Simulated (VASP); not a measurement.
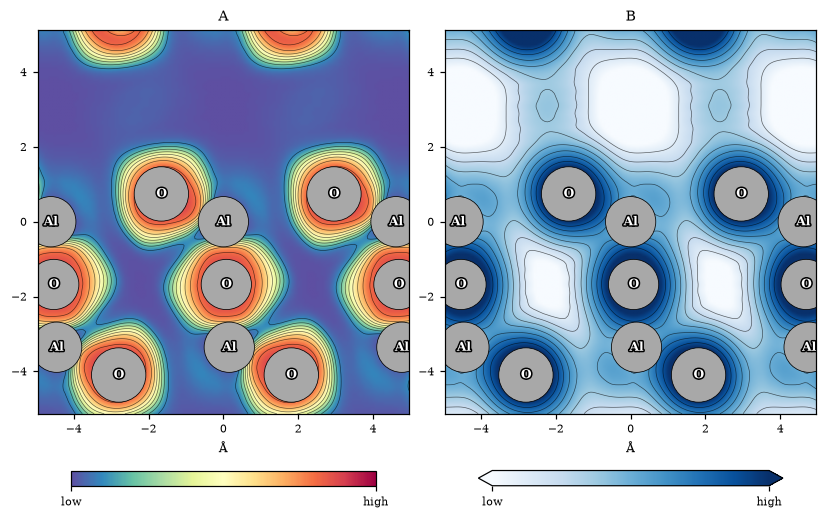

Al₂O₃: 2 fields on the (001) plane of the conventional cell, with unlabelled colour scales. Grey discs cover the atomic cores.

Space group Pnnm; a structure from a database of computed crystals, not necessarily the ambient phase; computed pressure about −6 GPa in this cell.

These are results of Kohn-Sham DFT of a periodic cell, LDA, VASP PAW LDA potentials, recommended in VASP 6.6.1, not measurements.

The panels show electron localisation function and valence pseudo-density in some order. Assign them.

Answer. Panel A: electron localisation function. Panel B: valence pseudo-density. From the grid: Al–O (1.68 Å): ρ at the midpoint is about 0.92 e/Å³; the ELF peaks at about 0.85 in the valence shell of O, 0.7 Å from its nucleus, and is about 0.80 at the midpoint. Al–O (1.82 Å): the density is about 0.69 e/Å³ at the midpoint; the ELF peaks at about 0.85 in the valence shell of O, 0.7 Å from its nucleus, and is about 0.80 at the midpoint.
